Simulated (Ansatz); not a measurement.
Consider Ge.

The calculation's input:

```
crystal:
  lattice:
    - [0.0, 2.82891, 2.82891]
    - [2.82891, 0.0, 2.82891]
    - [2.82891, 2.82891, 0.0]
  atoms:
    - { symbol: Ge, position: [0.75, 0.75, 0.75] }
    - { symbol: Ge, position: [0.5, 0.5, 0.5] }
hamiltonian:
  xc: { exchange: pbe, correlation: pbe, exx: { coeff: 0.5 } }
  pseudopotentials: { kind: paw }
kpoints:
  mp_grid: { grid: [5, 5, 5] }
scf:
  occupations: { method: fermi_dirac, width: 0.05 }
output:
  forces: true
  stress: true
  eigenvalues: true
  write_density: true
  write_potential: true
  elf: true
  volumetric_format: npy
```

Command:

```sh
ansatz run input.yaml --threads 2 --pin off --max-ram 5632MiB --backend cpu --events-out ev --progress --plain --runs-dir out
```

Below, planes, directions and counts refer to the conventional cell (a = 5.66 Å, b = 5.66 Å, c = 5.66 Å, α = 90.00°, β = 90.00°, γ = 90.00°).

Space group Fd-3m.

All numbers below come from Kohn-Sham DFT of a periodic cell, PBE0 form with a typed share of exact exchange, Ansatz PAW (Ansatz).

**What can the converged valence pseudo-density and electron localisation function tell about the bonding?**

Ge–Ge (2.45 Å): ρ is about 0.54 e/Å³ halfway; the ELF peaks at about 0.85 between the atoms (a shared electron pair).

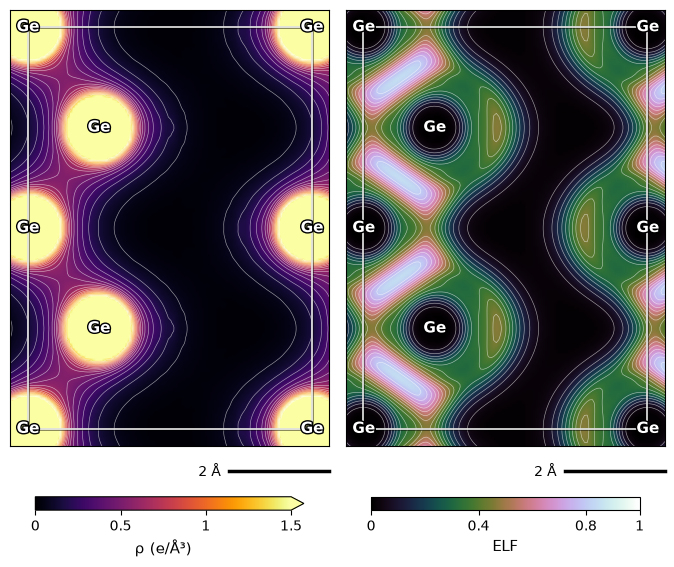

Computed valence pseudo-density and electron localisation function on the (101) plane of the conventional cell, in this order. 

The density is the valence pseudo-density of a PAW calculation; it isn't the true density close to the nuclei.
